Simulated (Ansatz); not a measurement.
**RuSi₄₇: geometry relaxation (part 3 of 3)**

RuSi₄₇ (defect cell, 48 atoms in the cell); DFT PBE, scalar-relativistic, plane waves, PAW, spin-polarised (Ansatz 0.2.0); cutoff 420 eV, 2×2×2 k-mesh, Gaussian smearing of 0.02 eV, collinear spins. The structure derives from a Materials Project entry. It belongs to a series of runs on one base structure; here: Ru on a Si site (f), charge +0, atoms relaxed at the host's cell, started again with a moment of 2 μB.

### Output, continued
```
--- Relaxed structure (2 steps of the walk, 2 accepted, 0 SCFs on fresh bases) ---
  F+E_penalty+E_count = -35760.14873619 eV   max|allowed force component| = 1.570e-2 eV/Å
  atoms:
    - { symbol: Ru, position: [0.14769768993333335, 0.48103102326666675, 0.31436435660000006] }
    - { symbol: Si, position: [0.3109691101333333, 0.6455296120333335, 0.9790177734000001] }
    - { symbol: Si, position: [0.9785958847333336, 0.3128761734000002, 0.6449617304666669] }
    - { symbol: Si, position: [0.8123511067333333, 0.6443024434666668, 0.47886294536666685] }
    - { symbol: Si, position: [0.47829506380000003, 0.3119292180666667, 0.14620950673333338] }
    - { symbol: Si, position: [0.6454074582333335, 0.47895964050000006, 0.8123904463] }
    - { symbol: Si, position: [0.3121962787, 0.14568444006666667, 0.4776357768] }
    - { symbol: Si, position: [0.9795428400666668, 0.8116283971333335, 0.1452625514000001] }
    - { symbol: Si, position: [0.14562630716666675, 0.9790571129666666, 0.8120741249] }
    - { symbol: Si, position: [0.6457237796333334, 0.9787407915666666, 0.3122929738333334] }
    - { symbol: Si, position: [0.8120367612666668, 0.1453700946000001, 0.9787034279333333] }
    - { symbol: Si, position: [0.47871624229999993, 0.8120495756333335, 0.6453829089666668] }
    - { symbol: Si, position: [0.1457774273666667, 0.3128686108333334, 0.9803571993] }
    - { symbol: Si, position: [0.31193234153333327, 0.47841335836666665, 0.6453033633666667] }
    - { symbol: Si, position: [0.9795352775000001, 0.14702386596666678, 0.31244409403333356] }
    - { symbol: Si, position: [0.8136905326333335, 0.4791107606999999, 0.1462019441666667] }
    - { symbol: Si, position: [0.47884502686666675, 0.1455766352666667, 0.8122565753666666] }
    - { symbol: Si, position: [0.6457166739666667, 0.31198574610000007, 0.4790322302000001] }
    - { symbol: Si, position: [0.3123655635333334, 0.9790500073000001, 0.14531907943333333] }
    - { symbol: Si, position: [0.9786524127666668, 0.6456988968666666, 0.8123833406333334] }
    - { symbol: Si, position: [0.14508002503333328, 0.8119700300333333, 0.47859900820000006] }
    - { symbol: Si, position: [0.6455899087000001, 0.8121783602, 0.9789099686] }
    - { symbol: Si, position: [0.8122433019333335, 0.9789232420333333, 0.6455116935333334] }
    - { symbol: Si, position: [0.47863669670000003, 0.6452656748666666, 0.3117466917] }
    - { symbol: Si, position: [0.025098147433333273, 0.35843148076666664, 0.19176481410000007] }
    - { symbol: Si, position: [0.18726297473333342, 0.5208451320999999, 0.8538856365333334] }
    - { symbol: Si, position: [0.8542408626666668, 0.1874629428333333, 0.5212647676666669] }
    - { symbol: Si, position: [0.6872189698666668, 0.5205963080666667, 0.3541784654333334] }
    - { symbol: Si, position: [0.354598101, 0.18757419600000003, 0.020796276166666766] }
    - { symbol: Si, position: [0.5210001253000002, 0.35398114030000005, 0.6874101604] }
    - { symbol: Si, position: [0.18751179876666665, 0.020552303200000094, 0.3539296414] }
    - { symbol: Si, position: [0.8541296094999999, 0.6879314343333333, 0.020907529333333397] }
    - { symbol: Si, position: [0.02064780696666657, 0.8540768270666665, 0.6876667919666668] }
    - { symbol: Si, position: [0.5207434937333334, 0.8543334586333333, 0.18731447363333348] }
    - { symbol: Si, position: [0.6874699631333334, 0.020803296466666565, 0.8541366298000002] }
    - { symbol: Si, position: [0.3542363163000001, 0.6875696496333334, 0.5209029829666667] }
    - { symbol: Si, position: [0.021324242966666684, 0.18801092380000003, 0.8546079434] }
    - { symbol: Si, position: [0.18705636846666662, 0.35609057576666664, 0.5177628646000001] }
    - { symbol: Si, position: [0.8546775904666668, 0.021274610066666755, 0.18799090963333348] }
    - { symbol: Si, position: [0.6879412767333335, 0.35465757630000005, 0.021344257133333433] }
    - { symbol: Si, position: [0.3542912745, 0.02130485803333343, 0.6874909299666667] }
    - { symbol: Si, position: [0.5212213915, 0.18718505999999996, 0.3542716863000001] }
    - { symbol: Si, position: [0.18760501963333331, 0.8545547248333333, 0.02051839333333333] }
    - { symbol: Si, position: [0.8538517266666668, 0.5209383529666666, 0.6878880581666669] }
    - { symbol: Si, position: [0.02275724243333338, 0.6844295312666665, 0.3537230351333334] }
    - { symbol: Si, position: [0.5208242633000002, 0.6876246078333333, 0.8546381913666669] }
    - { symbol: Si, position: [0.6879715247000001, 0.8541575966333335, 0.5209579411666668] }
    - { symbol: Si, position: [0.3510961979333333, 0.5203897018, 0.1894239091000001] }
--- Löwdin populations: 48 sites ---
  site symbol       q [e]    m [muB]
     0     Ru     16.1068     0.0000
     1     Si      3.9726     0.0000
     2     Si      3.9744     0.0000
     3     Si      3.9726     0.0000
     4     Si      3.9744     0.0000
     5     Si      3.9604     0.0000
     6     Si      3.9726     0.0000
     7     Si      3.9744     0.0000
     8     Si      3.9604     0.0000
     9     Si      3.9604     0.0000
    10     Si      3.9565    -0.0000
    11     Si      3.9644    -0.0000
    12     Si      3.9656     0.0000
    13     Si      3.9671     0.0000
    14     Si      3.9656     0.0000
    15     Si      3.9656     0.0000
    16     Si      3.9617     0.0000
    17     Si      3.9598     0.0000
    18     Si      3.9598     0.0000
    19     Si      3.9598     0.0000
    20     Si      3.9671     0.0000
    21     Si      3.9617     0.0000
    22     Si      3.9617     0.0000
    23     Si      3.9671     0.0000
    24     Si      3.9232    -0.0000
    25     Si      3.9576    -0.0000
    26     Si      3.9573    -0.0000
    27     Si      3.9576    -0.0000
    28     Si      3.9573    -0.0000
    29     Si      3.9594    -0.0000
    30     Si      3.9576    -0.0000
    31     Si      3.9573    -0.0000
    32     Si      3.9594    -0.0000
    33     Si      3.9594    -0.0000
    34     Si      3.9611     0.0000
    35     Si      3.9545    -0.0000
    36     Si      3.9541    -0.0000
    37     Si      3.9182    -0.0000
    38     Si      3.9541    -0.0000
    39     Si      3.9541    -0.0000
    40     Si      3.9553    -0.0000
    41     Si      3.9593    -0.0000
    42     Si      3.9593    -0.0000
    43     Si      3.9593    -0.0000
    44     Si      3.9182    -0.0000
    45     Si      3.9553    -0.0000
    46     Si      3.9553    -0.0000
    47     Si      3.9182    -0.0000
  spilling = 0.009141 (of n_electrons = 204.000000)
```

### File populations.tsv
```
# site	symbol	l	j	q_up	q_dn
# orbitals = lowdin
# n_electrons = 204.000000
# spilling = 0.009141
0	Ru	0_4S	-	0.970220	0.970220
0	Ru	0_5S	-	0.296326	0.296325
0	Ru	1_4P	-	2.982601	2.982601
0	Ru	2_4D	-	3.804276	3.804265
1	Si	0_3S	-	0.604313	0.604313
1	Si	1_3P	-	1.381988	1.381988
2	Si	0_3S	-	0.604205	0.604205
2	Si	1_3P	-	1.383005	1.383005
3	Si	0_3S	-	0.604313	0.604313
3	Si	1_3P	-	1.381988	1.381988
4	Si	0_3S	-	0.604205	0.604205
4	Si	1_3P	-	1.383005	1.383005
5	Si	0_3S	-	0.598675	0.598675
5	Si	1_3P	-	1.381548	1.381548
6	Si	0_3S	-	0.604313	0.604313
6	Si	1_3P	-	1.381988	1.381988
7	Si	0_3S	-	0.604205	0.604205
7	Si	1_3P	-	1.383005	1.383005
8	Si	0_3S	-	0.598675	0.598675
8	Si	1_3P	-	1.381548	1.381548
9	Si	0_3S	-	0.598675	0.598675
9	Si	1_3P	-	1.381548	1.381548
10	Si	0_3S	-	0.599930	0.599930
10	Si	1_3P	-	1.378340	1.378340
11	Si	0_3S	-	0.599799	0.599799
11	Si	1_3P	-	1.382424	1.382424
12	Si	0_3S	-	0.604002	0.604002
12	Si	1_3P	-	1.378795	1.378795
13	Si	0_3S	-	0.604210	0.604210
13	Si	1_3P	-	1.379347	1.379347
14	Si	0_3S	-	0.604002	0.604002
14	Si	1_3P	-	1.378795	1.378795
15	Si	0_3S	-	0.604002	0.604002
15	Si	1_3P	-	1.378795	1.378795
16	Si	0_3S	-	0.597142	0.597142
16	Si	1_3P	-	1.383698	1.383698
17	Si	0_3S	-	0.597672	0.597672
17	Si	1_3P	-	1.382237	1.382237
18	Si	0_3S	-	0.597672	0.597672
18	Si	1_3P	-	1.382237	1.382237
19	Si	0_3S	-	0.597672	0.597672
19	Si	1_3P	-	1.382237	1.382237
20	Si	0_3S	-	0.604210	0.604210
20	Si	1_3P	-	1.379347	1.379347
21	Si	0_3S	-	0.597142	0.597142
21	Si	1_3P	-	1.383698	1.383698
22	Si	0_3S	-	0.597142	0.597142
22	Si	1_3P	-	1.383698	1.383698
23	Si	0_3S	-	0.604210	0.604210
23	Si	1_3P	-	1.379347	1.379347
24	Si	0_3S	-	0.616756	0.616757
24	Si	1_3P	-	1.344864	1.344866
25	Si	0_3S	-	0.598050	0.598051
25	Si	1_3P	-	1.380747	1.380747
26	Si	0_3S	-	0.597115	0.597115
26	Si	1_3P	-	1.381517	1.381517
27	Si	0_3S	-	0.598050	0.598051
27	Si	1_3P	-	1.380747	1.380747
28	Si	0_3S	-	0.597115	0.597115
28	Si	1_3P	-	1.381517	1.381517
29	Si	0_3S	-	0.598383	0.598383
29	Si	1_3P	-	1.381333	1.381333
30	Si	0_3S	-	0.598050	0.598051
30	Si	1_3P	-	1.380747	1.380747
31	Si	0_3S	-	0.597115	0.597115
31	Si	1_3P	-	1.381517	1.381517
32	Si	0_3S	-	0.598383	0.598383
32	Si	1_3P	-	1.381333	1.381333
33	Si	0_3S	-	0.598383	0.598383
33	Si	1_3P	-	1.381333	1.381333
34	Si	0_3S	-	0.597614	0.597614
34	Si	1_3P	-	1.382958	1.382958
35	Si	0_3S	-	0.602386	0.602386
35	Si	1_3P	-	1.374849	1.374849
36	Si	0_3S	-	0.602811	0.602811
36	Si	1_3P	-	1.374238	1.374238
37	Si	0_3S	-	0.617095	0.617096
37	Si	1_3P	-	1.341980	1.341982
38	Si	0_3S	-	0.602811	0.602811
38	Si	1_3P	-	1.374238	1.374238
39	Si	0_3S	-	0.602811	0.602811
39	Si	1_3P	-	1.374238	1.374238
40	Si	0_3S	-	0.600792	0.600792
40	Si	1_3P	-	1.376882	1.376882
41	Si	0_3S	-	0.597885	0.597885
41	Si	1_3P	-	1.381742	1.381742
42	Si	0_3S	-	0.597885	0.597885
42	Si	1_3P	-	1.381742	1.381742
43	Si	0_3S	-	0.597885	0.597885
43	Si	1_3P	-	1.381742	1.381742
44	Si	0_3S	-	0.617095	0.617096
44	Si	1_3P	-	1.341980	1.341982
45	Si	0_3S	-	0.600792	0.600792
45	Si	1_3P	-	1.376882	1.376882
46	Si	0_3S	-	0.600792	0.600792
46	Si	1_3P	-	1.376882	1.376882
47	Si	0_3S	-	0.617095	0.617096
47	Si	1_3P	-	1.341980	1.341982
```

### Trajectory as extended XYZ (Å, eV, eV/Å), 2 frames, from step=1 to step=2
```
48
Lattice="7.7026 0.0000 -6.3650 -3.8513 -6.6706 -6.3650 -3.8513 6.6706 -6.3650" Properties=species:S:1:pos:R:3:forces:R:3 step=1 energy=-35760.14874
Ru   -1.9256   -1.1118   -6.0028    0.0000   0.0000   0.0110
Si   -3.8613    2.2246  -12.3196   -0.0038   0.0010   0.0010
Si    3.8488    2.2152  -12.3254    0.0007  -0.0026  -0.0018
Si    1.9316   -1.1036  -12.3196    0.0028   0.0027   0.0010
Si    1.9197   -1.1055   -5.9604   -0.0025   0.0007  -0.0018
Si   -0.0021    2.2242  -12.3275   -0.0020   0.0022  -0.0021
Si    0.0041    2.2143   -5.9546    0.0010  -0.0038   0.0010
Si    3.8597   -4.4451  -12.3254    0.0019   0.0018  -0.0018
Si   -5.7765   -1.1139  -12.3275   -0.0008  -0.0028  -0.0021
Si    0.0016   -4.4456  -12.3275    0.0029   0.0007  -0.0021
Si    1.9256    5.5588  -12.3234    0.0000   0.0000  -0.0091
Si   -1.9256   -1.1118  -12.3236    0.0000   0.0000  -0.0014
Si   -3.8577    4.4526   -9.1593   -0.0016  -0.0002   0.0019
Si   -1.9251    1.1133   -9.1379   -0.0008   0.0000   0.0036
Si    5.7754    1.1035   -9.1593    0.0009  -0.0013   0.0019
Si    3.8592   -2.2207   -9.1593    0.0007   0.0015   0.0019
Si   -0.0006    4.4472   -9.1445   -0.0026  -0.0011   0.0000
Si    1.9272    1.1143   -9.1448   -0.0027   0.0005   0.0020
Si   -1.9242   -5.5615   -9.1448    0.0018   0.0021   0.0020
Si    1.9226    1.1119  -15.5099    0.0009  -0.0026   0.0020
Si   -3.8529   -2.2238   -9.1379    0.0004  -0.0007   0.0036
Si   -1.9253    1.1122  -15.5095    0.0004   0.0028   0.0000
Si    0.0002   -2.2241  -15.5095    0.0023  -0.0017   0.0000
Si    0.0010   -2.2248   -9.1379    0.0004   0.0007   0.0036
Si   -1.9256   -1.1118   -3.6618    0.0000   0.0000  -0.0157
Si   -3.8521    2.2216   -9.9421    0.0040   0.0020   0.0009
Si    3.8503    2.2267   -9.9483    0.0047  -0.0017  -0.0026
Si    1.9243   -1.1101   -9.9421   -0.0003  -0.0045   0.0009
Si    1.9288   -1.1125   -3.5833   -0.0038  -0.0033  -0.0026
Si    0.0023    2.2242   -9.9447   -0.0069  -0.0015  -0.0002
Si    0.0021    2.2238   -3.5771   -0.0037   0.0025   0.0009
Si    3.8490   -4.4495   -9.9483   -0.0009   0.0049  -0.0026
Si   -5.7786   -1.1101   -9.9447    0.0047  -0.0052  -0.0002
Si   -0.0006   -4.4494   -9.9447    0.0021   0.0067  -0.0002
Si    1.9256    5.5588   -9.9448    0.0000   0.0000   0.0056
Si   -1.9256   -1.1118   -9.9467    0.0000   0.0000   0.0031
Si   -3.8512    4.4466   -6.7720   -0.0020   0.0016  -0.0033
Si   -1.9246    1.0785   -6.7527    0.0007   0.0114  -0.0025
Si    5.7773    1.1121   -6.7720   -0.0004  -0.0025  -0.0033
Si    3.8508   -2.2234   -6.7720    0.0023   0.0009  -0.0033
Si   -0.0008    4.4439   -6.7666   -0.0004  -0.0017   0.0054
Si    1.9294    1.1146   -6.7640   -0.0020  -0.0004  -0.0002
Si   -1.9251   -5.5635   -6.7640    0.0006   0.0019  -0.0002
Si    1.9213    1.1137  -13.1290    0.0014  -0.0015  -0.0002
Si   -3.8229   -2.2060   -6.7527   -0.0102  -0.0051  -0.0025
Si   -1.9280    1.1141  -13.1316   -0.0012   0.0012   0.0054
Si    0.0032   -2.2226  -13.1316    0.0016   0.0005   0.0054
Si   -0.0294   -2.2077   -6.7527    0.0095  -0.0063  -0.0025
48
Lattice="7.7026 0.0000 -6.3650 -3.8513 -6.6706 -6.3650 -3.8513 6.6706 -6.3650" Properties=species:S:1:pos:R:3:forces:R:3 step=2 energy=-35760.14874
Ru   -1.9256   -1.1118   -6.0028    0.0000   0.0000   0.0110
Si   -3.8613    2.2246  -12.3196   -0.0038   0.0010   0.0010
Si    3.8488    2.2152  -12.3254    0.0006  -0.0026  -0.0018
Si    1.9316   -1.1036  -12.3196    0.0028   0.0027   0.0010
Si    1.9197   -1.1055   -5.9604   -0.0025   0.0007  -0.0018
Si   -0.0021    2.2242  -12.3275   -0.0020   0.0022  -0.0021
Si    0.0041    2.2143   -5.9546    0.0010  -0.0038   0.0010
Si    3.8597   -4.4451  -12.3254    0.0019   0.0018  -0.0018
Si   -5.7765   -1.1139  -12.3275   -0.0009  -0.0028  -0.0021
Si    0.0016   -4.4456  -12.3275    0.0029   0.0007  -0.0021
Si    1.9256    5.5588  -12.3234    0.0000   0.0000  -0.0091
Si   -1.9256   -1.1118  -12.3236    0.0000   0.0000  -0.0015
Si   -3.8577    4.4526   -9.1593   -0.0016  -0.0002   0.0019
Si   -1.9251    1.1133   -9.1379   -0.0008   0.0000   0.0036
Si    5.7754    1.1035   -9.1593    0.0009  -0.0013   0.0019
Si    3.8592   -2.2207   -9.1593    0.0007   0.0015   0.0019
Si   -0.0006    4.4472   -9.1445   -0.0026  -0.0011   0.0000
Si    1.9272    1.1143   -9.1448   -0.0027   0.0005   0.0020
Si   -1.9242   -5.5615   -9.1448    0.0018   0.0021   0.0020
Si    1.9226    1.1119  -15.5099    0.0009  -0.0026   0.0020
Si   -3.8529   -2.2238   -9.1379    0.0004  -0.0007   0.0036
Si   -1.9253    1.1122  -15.5095    0.0004   0.0028   0.0000
Si    0.0002   -2.2241  -15.5095    0.0023  -0.0017   0.0000
Si    0.0010   -2.2248   -9.1379    0.0004   0.0007   0.0036
Si   -1.9256   -1.1118   -3.6618    0.0000   0.0000  -0.0157
Si   -3.8521    2.2216   -9.9421    0.0040   0.0020   0.0009
Si    3.8503    2.2267   -9.9483    0.0047  -0.0017  -0.0026
Si    1.9243   -1.1101   -9.9421   -0.0003  -0.0045   0.0009
Si    1.9288   -1.1125   -3.5833   -0.0038  -0.0032  -0.0026
Si    0.0023    2.2242   -9.9447   -0.0069  -0.0015  -0.0002
Si    0.0021    2.2238   -3.5771   -0.0037   0.0025   0.0009
Si    3.8490   -4.4495   -9.9483   -0.0009   0.0049  -0.0026
Si   -5.7786   -1.1101   -9.9447    0.0047  -0.0052  -0.0002
Si   -0.0006   -4.4494   -9.9447    0.0021   0.0067  -0.0002
Si    1.9256    5.5588   -9.9448    0.0000   0.0000   0.0056
Si   -1.9256   -1.1118   -9.9467    0.0000   0.0000   0.0030
Si   -3.8512    4.4466   -6.7720   -0.0020   0.0016  -0.0033
Si   -1.9246    1.0785   -6.7527    0.0007   0.0114  -0.0025
Si    5.7773    1.1121   -6.7720   -0.0004  -0.0025  -0.0033
Si    3.8508   -2.2234   -6.7720    0.0023   0.0009  -0.0033
Si   -0.0008    4.4439   -6.7666   -0.0004  -0.0017   0.0054
Si    1.9294    1.1146   -6.7640   -0.0020  -0.0004  -0.0002
Si   -1.9251   -5.5635   -6.7640    0.0006   0.0019  -0.0002
Si    1.9213    1.1137  -13.1290    0.0014  -0.0015  -0.0002
Si   -3.8229   -2.2060   -6.7527   -0.0102  -0.0051  -0.0025
Si   -1.9280    1.1141  -13.1316   -0.0012   0.0012   0.0054
Si    0.0032   -2.2226  -13.1316    0.0016   0.0005   0.0054
Si   -0.0294   -2.2077   -6.7527    0.0095  -0.0063  -0.0025
```

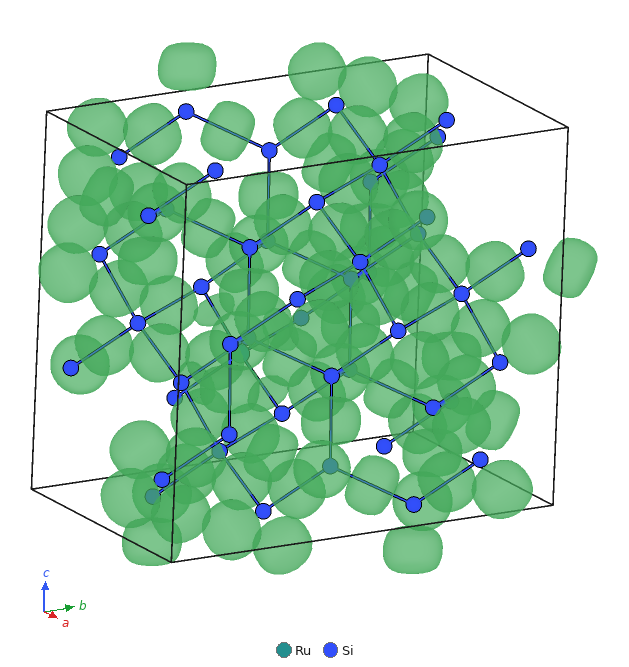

Fig. 1: Isosurface of the ELF at 0.75 (green), seen slightly off an axis. Core shells and regions of very low density are left out. Sticks mark near contacts. The outline is the calculation cell. The ELF exceeds this value in 92 regions between bonded Si–Si atoms (shared pairs) and four lobes of the valence shell of Si pointing towards Ru, counted in one cell of 48 atoms. Along the contacts the grid gives the following. Si–Ru (2.32 Å): the ELF is about 0.55 at the midpoint. Si–Si (2.36 Å): the ELF peaks at about 0.95 between the atoms, which marks a covalent bond. The fields are those of the smooth PAW valence density.

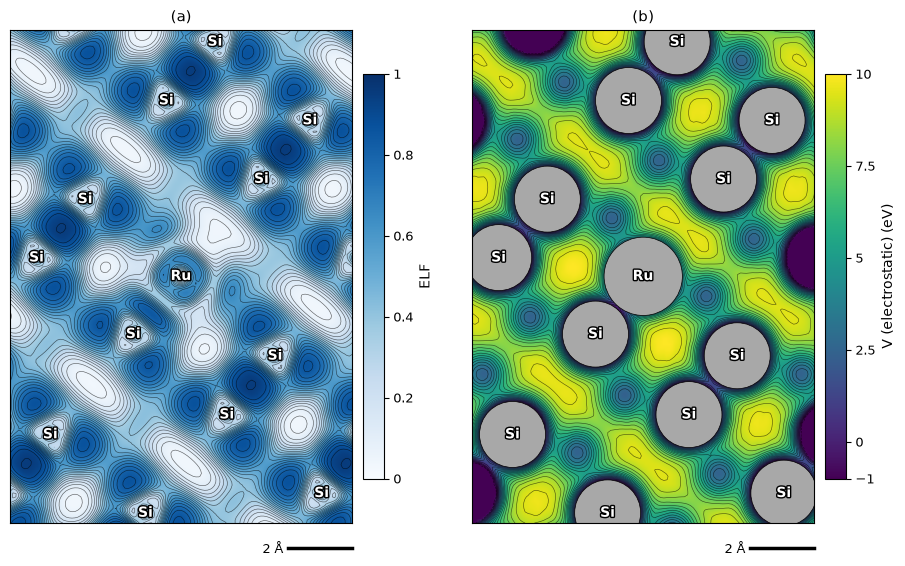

Fig. 2: (a) electron localisation function; (b) electrostatic potential (local pseudopotential plus Hartree) felt by an electron on the (101̄) plane of the calculation cell. Grey discs, where drawn, cover atomic cores. Atoms in the plane: Ru and Si. Si–Ru (2.34 Å): the ELF is about 0.60 at the midpoint. The strong features right at Ru lie inside the PAW spheres (semicore, d or f shells) and say nothing about bonding. Outside the cores the potential energy rises away from the atoms and is highest about 2.2 Å from the nearest atoms; outside the discs it spans about 10 eV, and its zero is arbitrary.
